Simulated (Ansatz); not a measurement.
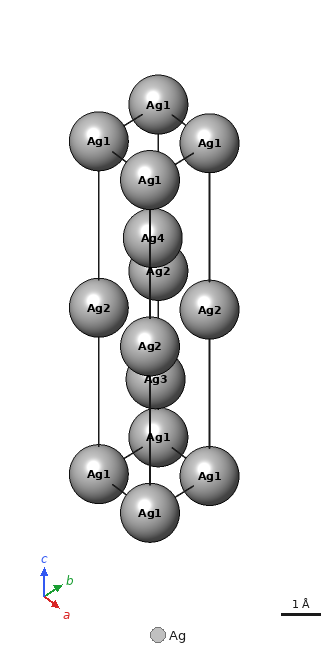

The starting point is a crystal of Ag (set up in P6_3/mmc). Style: spheres-only. Shown: the cell of the calculation, from a free direction.

Computed with Ansatz 0.2.0, DFT r2SCAN, scalar-relativistic, plane waves, PAW. (plane-wave cutoff 500 eV; occupations gaussian; smearing width 0.1 eV; no spin polarisation) The k-mesh is chosen for each cell (18×18×6, 12×12×4).

Change: Every silver atom is replaced by thallium, which gives Tl. Cell and atoms are relaxed again (to zero pressure within 0.1 GPa, forces under 0.01 eV/Å).

### What does the calculation give for the changed structure?

The volume per atom goes from 17.31 to 30.22 Å³. Both are metals. Cell: a = b 2.903 → 3.628 Å (+25.0 %), c 9.483 → 10.604 Å (+11.8 %). Volume +74.6 %. The space group stays P6_3/mmc (No. 194).

Drawn alike, the variant:

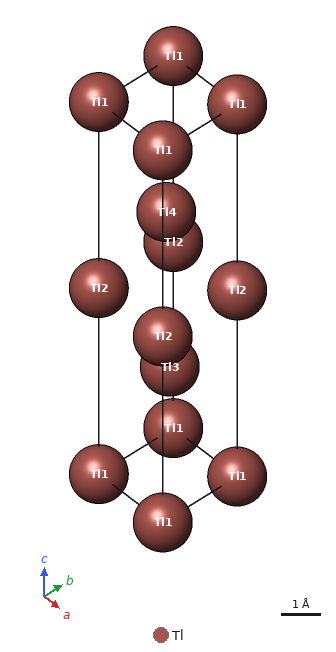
